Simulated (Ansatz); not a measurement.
MnS

```
Mn S
1.0
     5.21916    0.00000    0.00000
     0.00000    5.21916    0.00000
     0.00000    0.00000    5.21916
Mn S
4 4
Direct
  0.00000 0.00000 0.00000
  0.50000 0.50000 0.00000
  0.50000 0.00000 0.50000
  0.00000 0.50000 0.50000
  0.50000 0.00000 0.00000
  0.00000 0.50000 0.00000
  0.00000 0.00000 0.50000
  0.50000 0.50000 0.50000
```

Space group Fm-3m; spin-polarised.

Method: DFT r2SCAN, scalar-relativistic, plane waves, PAW (Ansatz 0.2.0).

> What can the converged valence pseudo-density, electron localisation function and spin density tell about the bonding?

Mn–S (2.61 Å): ρ at the midpoint is about 0.31 e/Å³; the ELF peaks at about 0.85 in the valence shell of S, 0.8 Å from its nucleus, and is about 0.40 at the midpoint.
The spin density sits on Mn: +4.5 μB (×4) in one cell of 8 atoms, with smaller moments on other sites: S (up to +0.18 μB): parallel main moments, as they must be, since the calculation's own cell holds one magnetic site. The cell of the calculation (2 atoms) carries 5.0 μB of net spin moment.

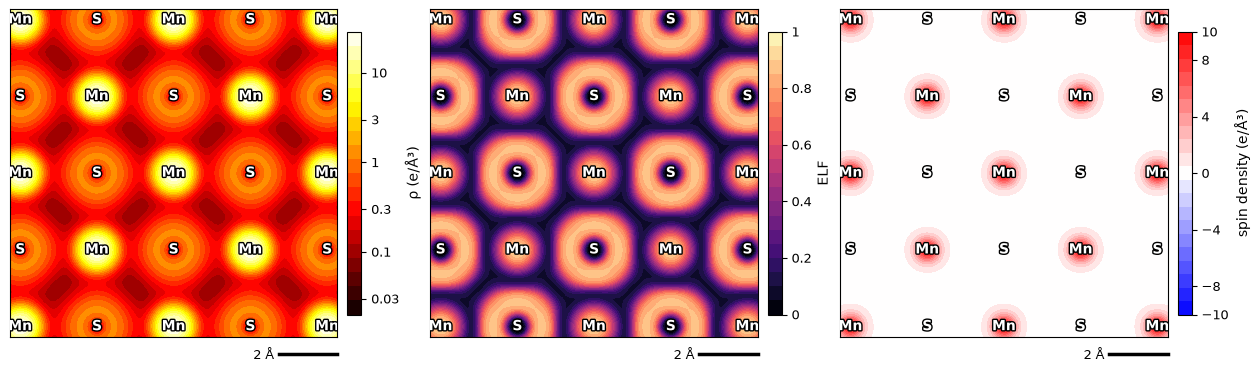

Computed valence pseudo-density, electron localisation function and spin density on the (001) plane of the conventional cell, in this order. 

The density is the valence pseudo-density of a PAW calculation; it isn't the true density close to the nuclei.
